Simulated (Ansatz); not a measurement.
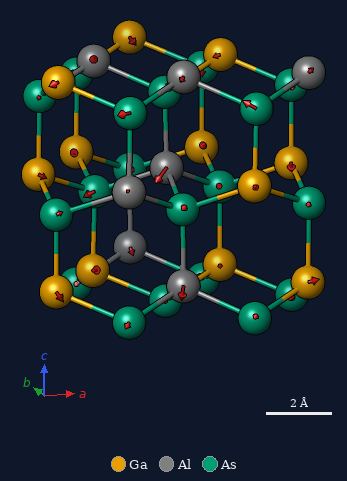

This is a relaxation of a crystal of Ga₃₆Al₁₂As₄₈ (a generated structure, set up in P1). The starting structure is drawn; red arrows show the displacements, 10 times their true length.

The picture is a ball-and-stick view of the atoms within 5.8 Å of the atom that moves most (axes of the cell of the calculation), seen slightly off an axis.

Computed with DFT, PBEsol, PAW, plane waves in Ansatz 0.2.0. Settings: plane-wave cutoff 420 eV; k-point mesh 1 × 1 × 1; mesh shifted by (0.25, 0.25, 0.25); no spin polarisation; cell relaxed at fixed alpha, beta, gamma; force threshold 0.03 eV/Å; at most 80 steps.

Question: What happened in the run?

Answer: The largest moves relative to the cell, 0.076 Å, are those of Al and As atoms. Largest moves by element: Al 0.076 Å, As 0.075 Å, Ga 0.054 Å. The drawn cell changes at constant volume: a 11.978 → 11.964 Å (−0.1 %), b 13.831 → 13.835 Å (0.0 %), c 13.145 → 13.160 Å (+0.1 %). Among the contacts that change: Al–As 2.383 → 2.461 Å, As–Ga 2.512 → 2.451 Å, Al–As 2.400 → 2.452 Å, As–Ga 2.413 → 2.460 Å. Among the angles between lasting bonds that change: As–Al–As 113.3° → 109.7°, As–Al–As 106.0° → 109.2°, Ga–As–Al 111.5° → 109.2°. The space group stays P1 (No. 1). Over 3 geometry steps the energy falls by 6.6 meV per atom. Largest force component: 1 eV/Å at the start, 0.025 eV/Å at the end. Pressure: 0.12 GPa at the start and 0.02 GPa at the end.
